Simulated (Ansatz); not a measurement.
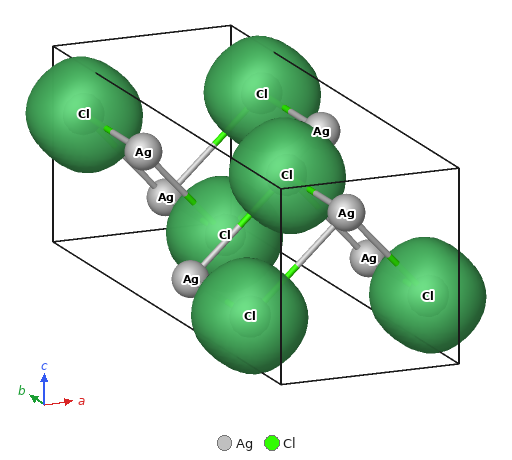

Figure. AgCl. Isosurface of the electron localisation function at 0.7 (green), seen slightly off an axis. Only the valence region is drawn (cores and ρ < 0.01 e/Å³ removed). Sticks mark near contacts.

Space group Cmcm; a structure from a database of computed crystals, not necessarily the ambient phase.

These are results of DFT, PBE, PAW with Ansatz's default frozen-core files, scalar-relativistic (Ansatz 0.2.0), not measurements.

Core electrons are frozen (PAW), and the valence fields are smoothed inside the atomic spheres.

> Describe the localisation domains.

At this value the surface marks out four regions wrapped around Cl (the valence shell of each), counted in one cell of 8 atoms. Any copies at cell faces, edges or corners count once. Profiles from the grid: Ag–Cl (2.77 Å): the ELF peaks at about 0.85 in the valence shell of Cl, 0.8 Å from its nucleus, and drops to about 0.10 between the two atoms: no localised pair shows between them. Ag–Cl (2.95 Å): the ELF is about 0.10 at the midpoint (no shared electron pair shows on this line).
